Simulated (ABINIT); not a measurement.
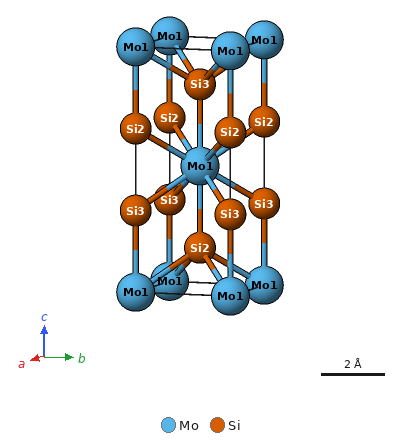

*The structure as given in the input (ball-and-stick view of the cell 2 times as large as that of the calculation, set on its symmetry axes, seen slightly off an axis; atoms are numbered from 1 in the order of the input).*

Run report: MoSi$_{2}$, single-point calculation

- system: MoSi$_{2}$ (3 atoms in the cell)
- method: Kohn-Sham DFT of a periodic cell, r2SCAN, JTH PAW PBE v2.0, no spin polarisation (ABINIT 10.8.3)

The structure derives from an entry of the Crystallography Open Database.

## The input
```
# Pseudopotentials
pp_dirpath "./"
pseudos "Mo.GGA_PBE-JTH.xml, Si.GGA_PBE-JTH.xml"

# Structure
acell 4.5352872291 4.5352872291 4.5352872291 Angstrom
rprim
    -0.3527891221     0.3527891221     0.8666485278
     0.3527891221    -0.3527891221     0.8666485278
     0.3527891221     0.3527891221    -0.8666485278
ntypat 2
znucl 42 14
natom 3
typat 1 2 2
xred
     0.0000000000     0.0000000000     0.0000000000
     0.6670000000     0.6670000000     0.0000000000
     0.3330000000     0.3330000000     0.0000000000

# Plane-wave basis
ecut 489.804952 eV
pawecutdg 36.0

# k points
kptopt 1
ngkpt 7 7 7
nshiftk 1
shiftk 0.0 0.0 0.0

# Exchange and correlation
ixc -497498
usekden 1
pawxcdev 0

# Bands and occupations
nband 15
occopt 3
tsmear 0.00183747

# SCF cycle
nstep 100
tolvrs 1.0e-7

# Output
iomode 3
prtwf 0
prtden 0
prteig 0
prtebands 0
enunit 1
```

Run on 1 thread of Arm Neoverse V1, 24 GiB of memory available, shared host.

Launch command:
```bash
abinit run.abi > log 2>&1
```

## The program's output
```
.Version 10.8.3 of ABINIT
 Symmetries : space group I4/m m m (#139); Bravais tI (body-center tetrag.)
================================================================================
 Values of the parameters that define the memory need of the present run
     intxc =       0    ionmov =       0      iscf =      17    lmnmax =      18
     lnmax =       6     mgfft =      36  mpssoang =       3    mqgrid =    3001
     natom =       3  nloc_mem =       2    nspden =       1   nspinor =       1
    nsppol =       1      nsym =      16    n1xccc =       1    ntypat =       2
    occopt =       3   xclevel =       2
       mpw =         998          nfft =       46656          nkpt =          40
 PAW method is used; the additional fine FFT grid is defined by:
   mgfftf=        48    nfftf =    110592
================================================================================
================================================================================

--------------------------------------------------------------------------------
------------- Echo of variables that govern the present computation ------------
--------------------------------------------------------------------------------
 -outvars: echo values of preprocessed input variables --------
            acell      8.5704507653E+00  8.5704507653E+00  8.5704507653E+00 Bohr
              amu      9.59400000E+01  2.80855000E+01
             ecut      1.80000000E+01 Hartree
           enunit           1
              ixc     -497498
         kptrlatt        7    0    0      0    7    0      0    0    7
          kptrlen      4.23298652E+01
            natom           3
            nband          15
            ngfft          36      36      36
          ngfftdg          48      48      48
             nkpt          40
            nstep         100
             nsym          16
           ntypat           2
           occopt           3
        pawecutdg      3.60000000E+01 Hartree
         pawxcdev           0
           prtden           0
        prtebands           0
           prteig           0
          prtkden           1
            prtwf           0
            rprim     -3.5278912210E-01  3.5278912210E-01  8.6664852780E-01
                       3.5278912210E-01 -3.5278912210E-01  8.6664852780E-01
                       3.5278912210E-01  3.5278912210E-01 -8.6664852780E-01
          spgroup         139
           tolvrs      1.00000000E-07
           tsmear      1.83747000E-03 Hartree
            typat      1  2  2
          usekden           1
           useylm           1
           xangst      0.0000000000E+00  0.0000000000E+00  0.0000000000E+00
                      -2.2290374952E-17  1.1306093313E-16  5.2432870003E+00
                      -1.1598451498E-16  1.6130175018E-16  2.6177130002E+00
            xcart      0.0000000000E+00  0.0000000000E+00  0.0000000000E+00
                      -4.2122703904E-17  2.1365419915E-16  9.9083764302E+00
                      -2.1917896817E-16  3.0481613146E-16  4.9467606465E+00
             xred      0.0000000000E+00  0.0000000000E+00  0.0000000000E+00
                       6.6700000000E-01  6.6700000000E-01  2.8365799430E-17
                       3.3300000000E-01  3.3300000000E-01  1.4161635997E-17
            znucl       42.00000   14.00000

================================================================================

 chkinp: Checking input parameters for consistency.

================================================================================
== DATASET  1 ==================================================================

--- !DatasetInfo
iteration_state: {dtset: 1, }
dimensions: {natom: 3, nkpt: 40, mband: 15, nsppol: 1, nspinor: 1, nspden: 1, mpw: 998, }
cutoff_energies: {ecut:  18.0, pawecutdg:  36.0, }
electrons: {nelect:   2.20000000E+01, charge:   0.00000000E+00, occopt:   3.00000000E+00, tsmear:   1.83747000E-03, }
meta: {optdriver: 0, ionmov: 0, optcell: 0, iscf: 17, paral_kgb: 0, }
...

 Real(R)+Recip(G) space primitive vectors, cartesian coordinates (Bohr,Bohr^-1):
 R(1)= -3.0235618  3.0235618  7.4275685  G(1)=  0.0000000  0.1653679  0.0673168
 R(2)=  3.0235618 -3.0235618  7.4275685  G(2)=  0.1653679  0.0000000  0.0673168
 R(3)=  3.0235618  3.0235618 -7.4275685  G(3)=  0.1653679  0.1653679  0.0000000
 Unit cell volume ucvol=  2.7160913E+02 bohr^3
 Angles (23,13,12)=  1.38683989E+02  1.38683989E+02  5.98570360E+01 degrees

 Coarse grid specifications (used for wave-functions):

 getcut: wavevector=  0.0000  0.0000  0.0000  ngfft=  36  36  36
         ecut(hartree)=     18.000   => boxcut(ratio)=   2.20278

 getcut : COMMENT -
  Note that boxcut > 2.2 ; recall that boxcut=Gcut(box)/Gcut(sphere) = 2
  is sufficient for exact treatment of convolution.
  Such a large boxcut is a waste : you could raise ecut
  e.g. ecut=   21.835054 Hartrees makes boxcut=2

 Fine grid specifications (used for densities):

 getcut: wavevector=  0.0000  0.0000  0.0000  ngfft=  48  48  48
         ecut(hartree)=     36.000   => boxcut(ratio)=   2.07359

--- Pseudopotential description ------------------------------------------------
- pspini: atom type   1  psp file is ./Mo.GGA_PBE-JTH.xml
 Pseudopotential format is: paw10
 basis_size (lnmax)=  6 (lmn_size= 18), orbitals=   0   0   1   1   2   2
 Spheres core radius: rc_sph= 2.20740211
 Shapefunction is SIN type: shapef(r)=[sin(pi*r/rshp)/(pi*r/rshp)]**2
 Radius for shape functions =  1.91008465
 Compensation charge density is not taken into account in XC energy/potential

- pspini: atom type   2  psp file is ./Si.GGA_PBE-JTH.xml
 Pseudopotential format is: paw10
 basis_size (lnmax)=  4 (lmn_size=  8), orbitals=   0   0   1   1
 Spheres core radius: rc_sph= 1.90944987
 Shapefunction is BESSEL type: shapef(r,l)=aa(1,l)*jl(q(1,l)*r)+aa(2,l)*jl(q(2,l)*r)
 Radius for shape functions =  1.60149249
 Compensation charge density is not taken into account in XC energy/potential

   8.17777348E+02                                ecore*ucvol(ha*bohr**3)
--------------------------------------------------------------------------------

================================================================================

--- !BeginCycle
iteration_state: {dtset: 1, }
solver: {iscf: 17, nstep: 100, nline: 4, wfoptalg: 10, }
tolerances: {tolvrs: 1.00E-07, }
...

     iter   Etot(hartree)      deltaE(h)  residm     nres2
 ETOT  1  -58.691636164675    -5.869E+01 1.226E+00 1.288E+01
 ETOT  2  -58.863165751311    -1.715E-01 5.156E-02 1.416E+00
 ETOT  3  -58.864561768660    -1.396E-03 1.851E-02 2.852E-01
 ETOT  4  -58.865114173823    -5.524E-04 4.170E-03 1.132E-01
 ETOT  5  -58.865211388123    -9.721E-05 5.517E-03 7.878E-03
 ETOT  6  -58.865458413343    -2.470E-04 1.152E-03 5.864E-03
 ETOT  7  -58.865604515772    -1.461E-04 1.240E-03 1.578E-03
 ETOT  8  -58.865703995808    -9.948E-05 9.126E-04 3.767E-03
 ETOT  9  -58.865839558162    -1.356E-04 1.746E-03 6.868E-03
 ETOT 10  -58.865866208965    -2.665E-05 1.651E-03 1.997E-03
 ETOT 11  -58.865881312839    -1.510E-05 1.848E-03 7.904E-04
 ETOT 12  -58.865882432514    -1.120E-06 9.648E-04 1.575E-03
 ETOT 13  -58.865879980394     2.452E-06 7.891E-04 1.262E-03
 ETOT 14  -58.865929970504    -4.999E-05 3.017E-04 5.768E-04
 ETOT 15  -58.865940154370    -1.018E-05 2.290E-04 2.372E-04
 ETOT 16  -58.865952203325    -1.205E-05 8.140E-05 5.219E-05
 ETOT 17  -58.865959385434    -7.182E-06 6.071E-05 3.549E-05
 ETOT 18  -58.865961572203    -2.187E-06 3.864E-05 3.565E-06
 ETOT 19  -58.865962564591    -9.924E-07 1.619E-05 1.182E-05
 ETOT 20  -58.865963305509    -7.409E-07 2.182E-05 2.290E-06
 ETOT 21  -58.865963758415    -4.529E-07 9.609E-06 1.048E-06
 ETOT 22  -58.865964028105    -2.697E-07 1.219E-05 1.482E-06
 ETOT 23  -58.865964205544    -1.774E-07 9.359E-06 5.502E-07
 ETOT 24  -58.865964303880    -9.834E-08 1.105E-05 9.170E-08

 At SCF step   24       nres2   =  9.17E-08 < tolvrs=  1.00E-07 =>converged.

Result for kinetic energy density :

--------------------------------------------------------------------------------
 Total kinetic energy density [Ha/Bohr^3]
)     Maximum=    5.4358E-01  at reduced coord.    0.0000    0.0000    0.0000
)     Minimum=    1.2535E-02  at reduced coord.    0.6250    0.1250    0.5000
   Integrated=    1.3027E+01
--------------------------------------------------------------------------------

 Cartesian components of stress tensor (hartree/bohr^3)
  sigma(1 1)=  7.66907246E-06  sigma(3 2)=  0.00000000E+00
  sigma(2 2)=  7.66907246E-06  sigma(3 1)=  0.00000000E+00
  sigma(3 3)=  9.91910623E-05  sigma(2 1)=  0.00000000E+00

--- !ResultsGS
iteration_state: {dtset: 1, }
comment   : Summary of ground state results
lattice_vectors:
- [ -3.0235618,   3.0235618,   7.4275685, ]
- [  3.0235618,  -3.0235618,   7.4275685, ]
- [  3.0235618,   3.0235618,  -7.4275685, ]
lattice_lengths: [   8.57045,    8.57045,    8.57045, ]
lattice_angles: [138.684, 138.684,  59.857, ] # degrees, (23, 13, 12)
lattice_volume:   2.7160913E+02
convergence: {deltae: -9.834E-08, res2:  9.170E-08, residm:  1.105E-05, diffor: null, }
etotal    :  -5.88659643E+01
entropy   :   0.00000000E+00
fermie    :   4.47124613E-01
cartesian_stress_tensor: # hartree/bohr^3
- [  7.66907246E-06,   0.00000000E+00,   0.00000000E+00, ]
- [  0.00000000E+00,   7.66907246E-06,   0.00000000E+00, ]
- [  0.00000000E+00,   0.00000000E+00,   9.91910623E-05, ]
pressure_GPa:  -1.1232E+00
xred      :
- [  0.0000E+00,   0.0000E+00,   0.0000E+00, Mo]
- [  6.6700E-01,   6.6700E-01,   2.8366E-17, Si]
- [  3.3300E-01,   3.3300E-01,   1.4162E-17, Si]
cartesian_forces: # hartree/bohr
- [ -0.00000000E+00,   5.78241159E-19,  -0.00000000E+00, ]
- [ -1.29271077E-18,  -2.44919309E-18,  -7.11664585E-03, ]
- [  1.29271077E-18,   1.87095193E-18,   7.11664585E-03, ]
force_length_stats: {min:   5.78241159E-19, max:   7.11664585E-03, mean:   4.74443057E-03, }
...

 Integrated electronic density in atomic spheres:
 ------------------------------------------------
 Atom  Sphere_radius  Integrated_density
    1        2.20740         11.39504646
    2        1.90945          1.52185174
    3        1.90945          1.52185174

================================================================================

 ----iterations are completed or convergence reached----

 Mean square residual over all n,k,spin=   57.276E-09; max=  11.051E-06
 reduced coordinates (array xred) for    3 atoms
       0.000000000000      0.000000000000      0.000000000000
       0.667000000000      0.667000000000      0.000000000000
       0.333000000000      0.333000000000      0.000000000000
 rms dE/dt=  4.3159E-02; max dE/dt=  5.2859E-02; dE/dt below (all hartree)
    1       0.000000000000      0.000000000000      0.000000000000
    2       0.052859374842      0.052859374842     -0.052859374842
    3      -0.052859374842     -0.052859374842      0.052859374842

 cartesian coordinates (angstrom) at end:
    1      0.00000000000000     0.00000000000000     0.00000000000000
    2     -0.00000000000000     0.00000000000000     5.24328700033304
    3     -0.00000000000000     0.00000000000000     2.61771300016627

 cartesian forces (hartree/bohr) at end:
    1     -0.00000000000000     0.00000000000000    -0.00000000000000
    2     -0.00000000000000    -0.00000000000000    -0.00711664585371
    3      0.00000000000000     0.00000000000000     0.00711664585371
 frms,max,avg= 3.3548190E-03 7.1166459E-03   0.000E+00  0.000E+00  0.000E+00 h/b

 cartesian forces (eV/Angstrom) at end:
    1     -0.00000000000000     0.00000000000000    -0.00000000000000
    2     -0.00000000000000    -0.00000000000000    -0.36595264354301
    3      0.00000000000000     0.00000000000000     0.36595264354301
 frms,max,avg= 1.7251173E-01 3.6595264E-01   0.000E+00  0.000E+00  0.000E+00 e/A
 length scales=  8.570450765326  8.570450765326  8.570450765326 bohr
              =  4.535287229100  4.535287229100  4.535287229100 angstroms
 Fermi (or HOMO) energy (eV) =  12.16688   Average Vxc (eV)= -13.24708
 Eigenvalues (   eV  ) for nkpt=  40  k points:
 kpt#   1, nband= 15, wtk=  0.00292, kpt=  0.0000  0.0000  0.0000 (reduced coord)
 -50.51855  -23.95065  -23.83619  -23.83619   -2.05987    5.46809    8.58005    9.10805
   9.33318    9.33318   12.57888   15.53051   15.55341   16.00943   16.00943
 prteigrs : prtvol=0 or 1, do not print more k-points.

--- !EnergyTerms
iteration_state     : {dtset: 1, }
comment             : Components of total free energy in Hartree
kinetic             :  1.30268468677537E+01
hartree             :  1.64469812411682E+01
xc                  : -8.46046033463975E+00
Ewald energy        : -6.27502804137117E+01
psp_core            :  3.01086107837705E+00
local_psp           : -4.98631745450708E+01
PAW spherical_terms :  2.97233516711940E+01
internal            : -5.88658744349292E+01
'-kT*entropy'       : -7.07222432860811E-05
total_energy        : -5.88659451571725E+01
total_energy_eV     : -1.60182397040655E+03
...

--- !EnergyTermsDC
iteration_state     : {dtset: 1, }
comment             : '"Double-counting" decomposition of free energy'
band_energy         : -5.35115830532235E+00
Ewald energy        : -6.27502804137117E+01
psp_core            :  3.01086107837705E+00
xc_dc               : -1.59622895680553E+01
PAW spherical_terms :  2.21869736270756E+01
internal            : -5.88658935816367E+01
'-kT*entropy'       : -7.07222432860811E-05
total_energy_dc     : -5.88659643038799E+01
total_energy_dc_eV  : -1.60182449141501E+03
...

--- !EnergyTermsWithPAWCore
iteration_state     : {dtset: 1, }
comment             : 'Components of total free energy, including PAW core contributions'
Total energy        : -4.62980743114395E+03
Total energy DC     : -4.62980745029066E+03
Total energy (eV)   : -1.25983478253371E+05
Total energy DC (eV): -1.25983478774380E+05
...

 Cartesian components of stress tensor (hartree/bohr^3)
  sigma(1 1)=  7.66907246E-06  sigma(3 2)=  0.00000000E+00
  sigma(2 2)=  7.66907246E-06  sigma(3 1)=  0.00000000E+00
  sigma(3 3)=  9.91910623E-05  sigma(2 1)=  0.00000000E+00

-Cartesian components of stress tensor (GPa)         [Pressure= -1.1232E+00 GPa]
- sigma(1 1)=  2.25631902E-01  sigma(3 2)=  0.00000000E+00
- sigma(2 2)=  2.25631902E-01  sigma(3 1)=  0.00000000E+00
- sigma(3 3)=  2.91830181E+00  sigma(2 1)=  0.00000000E+00

== END DATASET(S) ==============================================================
================================================================================

 -outvars: echo values of variables after computation  --------
            acell      8.5704507653E+00  8.5704507653E+00  8.5704507653E+00 Bohr
           etotal     -5.8865964304E+01
            fcart     -0.0000000000E+00  5.7824115866E-19 -0.0000000000E+00
                      -1.2927107728E-18 -2.4491930902E-18 -7.1166458537E-03
                       1.2927107728E-18  1.8709519315E-18  7.1166458537E-03
            rprim     -3.5278912210E-01  3.5278912210E-01  8.6664852780E-01
                       3.5278912210E-01 -3.5278912210E-01  8.6664852780E-01
                       3.5278912210E-01  3.5278912210E-01 -8.6664852780E-01
           strten      7.6690724571E-06  7.6690724571E-06  9.9191062299E-05
                       0.0000000000E+00  0.0000000000E+00  0.0000000000E+00
           xangst      0.0000000000E+00  0.0000000000E+00  0.0000000000E+00
                      -2.2290374952E-17  1.1306093313E-16  5.2432870003E+00
                      -1.1598451498E-16  1.6130175018E-16  2.6177130002E+00
             xred      0.0000000000E+00  0.0000000000E+00  0.0000000000E+00
                       6.6700000000E-01  6.6700000000E-01  2.8365799430E-17
                       3.3300000000E-01  3.3300000000E-01  1.4161635997E-17
 Calculation completed.
```

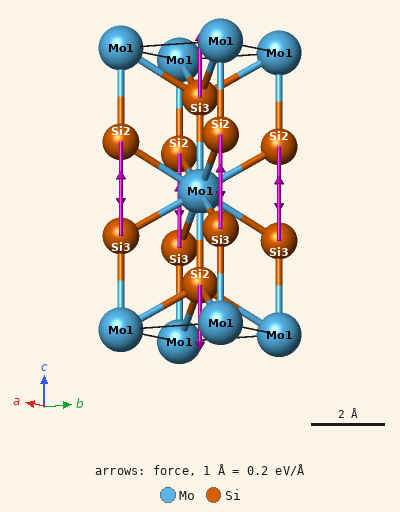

*Forces on the atoms as pink arrows (ball-and-stick view of the cell 2 times as large as that of the calculation, set on its symmetry axes, seen at an oblique angle; atoms are numbered from 1 in the order of the input).*

The largest act on Si2, Si3 (0.37 eV/Å). The geometry is not a stationary point of this energy.

## Summary

- outcome: converged
- space group (tolerance 0.01 Å): I4/mmm (139)
- electrons treated: 22
- free energy: −1601.8245 eV
- Fermi energy: 12.167 eV
- gap on the k-point mesh: none (metallic)
- pressure: −1.12 GPa
- largest force (length of the vector): 0.366 eV/Å
- wall time: 4.8 min
- peak memory: 0.16 GiB
